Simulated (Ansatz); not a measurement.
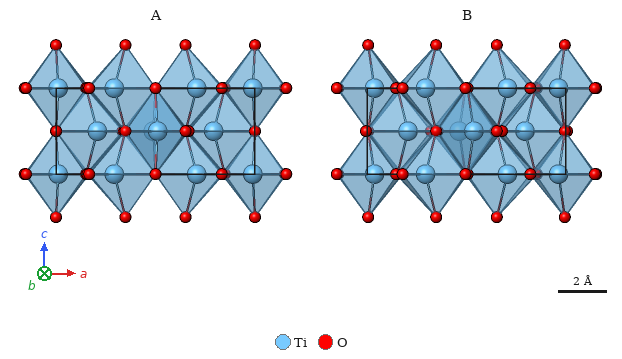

Two geometries of a crystal of TiO$_{2}$ (set up in I4/m), drawn at one scale. One is the start of a relaxation, the other its converged end. The picture is a polyhedral view of the conventional cell (2 times the calculation's cell), seen along the b axis. Lengths and directions refer to the drawn axes.

These are results of DFT r2SCAN, scalar-relativistic, plane waves, PAW (Ansatz), not measurements. Settings: plane-wave cutoff 500 eV; k-point mesh 8 × 8 × 8; occupations gaussian; smearing width 0.02 eV; no spin polarisation; atoms relaxed in a fixed cell; force threshold 0.008 eV/Å; at most 40 steps.

**Which geometry has the lower energy?**

Structure B is the relaxed one. Case: equal strain along all axes, cell held, atoms relaxed: -4.0 %. The largest moves, 0.22 Å, are those of Ti atoms. By element the largest moves are Ti 0.22 Å, O 0.15 Å. The cell stays as it was. Near-neighbour distances that change, for instance: O–Ti 2.201 → 2.303 Å, O–Ti 2.088 → 2.011 Å, O–Ti 1.758 → 1.804 Å, Ti–Ti 3.046 → 3.060 Å. Among the angles between lasting bonds that change: O–Ti–O 96.7° → 107.7°, O–Ti–O 168.8° → 179.7°, O–Ti–O 161.0° → 150.9°. The space group stays I4/m (No. 87). The energy falls by 6.4 meV per atom in 6 accepted moves (7 points after the start). The largest force component goes from 0.52 to 0.0074 eV/Å. 1 step only repeated the SCF at the same geometry.
